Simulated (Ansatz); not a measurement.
AlCu4

```
Al Cu
1.0
     6.05276    0.00000    0.00000
     0.00000    6.05276    0.00000
     0.00000    0.00000    6.05276
Al Cu
4 16
Direct
  0.43961 0.93961 0.56039
  0.93961 0.56039 0.43961
  0.56039 0.43961 0.93961
  0.06039 0.06039 0.06039
  0.80912 0.30912 0.19088
  0.30912 0.19088 0.80912
  0.19088 0.80912 0.30912
  0.69088 0.69088 0.69088
  0.04720 0.87522 0.70139
  0.29861 0.54720 0.62478
  0.37522 0.79861 0.95280
  0.54720 0.62478 0.29861
  0.79861 0.95280 0.37522
  0.87522 0.70139 0.04720
  0.95280 0.37522 0.79861
  0.70139 0.04720 0.87522
  0.62478 0.29861 0.54720
  0.45280 0.12478 0.20139
  0.20139 0.45280 0.12478
  0.12478 0.20139 0.45280
```

Space group P2₁3; a structure from a database of computed crystals, not necessarily the ambient phase; changed on purpose from its base cell (volume × 0.91, shape and atoms relaxed); computed pressure about 17 GPa in this cell; computed without spin polarisation.

Computed with Ansatz, DFT r2SCAN, scalar-relativistic, plane waves, PAW.

### What can the converged valence pseudo-density and electron localisation function tell about the bonding?

Al–Cu (2.45 Å): ρ is about 0.32 e/Å³ halfway; the ELF is about 0.40 at the midpoint.

### Does the calculation give a band gap?

It is gapless in this calculation (a metal or semimetal).

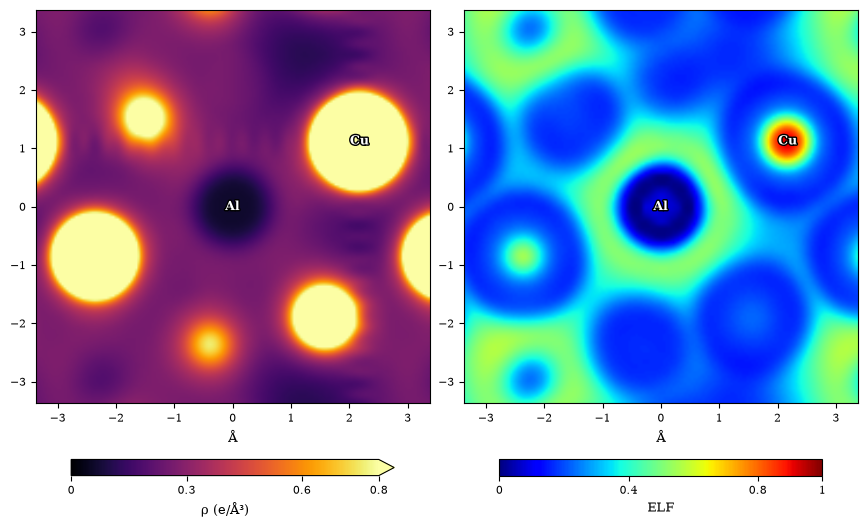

Computed valence pseudo-density and electron localisation function on the (010) plane of the conventional cell, in this order. Atoms just off the plane (Al, 0.7 Å away and Cu, 0.4 Å away) can leave unmarked features too.

Core electrons are frozen (PAW), and the valence fields are smoothed inside the atomic spheres.
